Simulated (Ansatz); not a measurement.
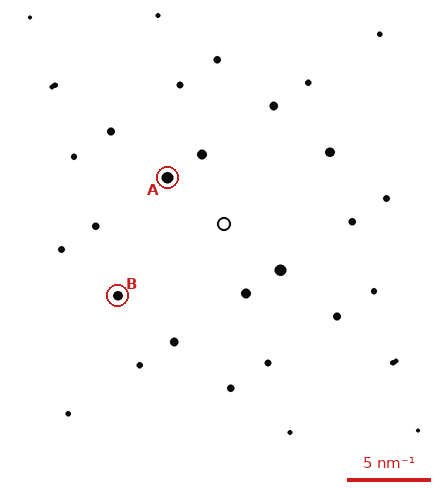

Kinematic zone-axis pattern, calculated for 80 keV electrons with B = 1 Å². Two individuals of a reflection twin are superposed (a geometric construction: whether this twin forms is not tested; the second individual is smaller and so fainter). Crystal: W, space group Fddd (No. 70), a = 2.703 Å, b = 5.407 Å, c = 9.100 Å, zone axis [010]. Structure: the end point of a relaxation with DFT, revPBE, plane waves (420 eV) with PAW, scalar-relativistic in Ansatz; the starting structure was generated, so it need not be a known form of this composition.

In the first individual spot A is 0 0 -4 and spot B is -2 0 -2.

On which plane is the crystal twinned?

(101). The spot positions of the combined pattern are mirror-symmetric about the row through 2 0 2 (d = 1.296 Å), which both individuals share, while a single individual has only symmetry 2mm without that mirror line. Friedel's law adds a mirror line at right angles, along which no low-index reflection lies.

Which other reflections coincide?

Within the frame only the reflections of the common row coincide.
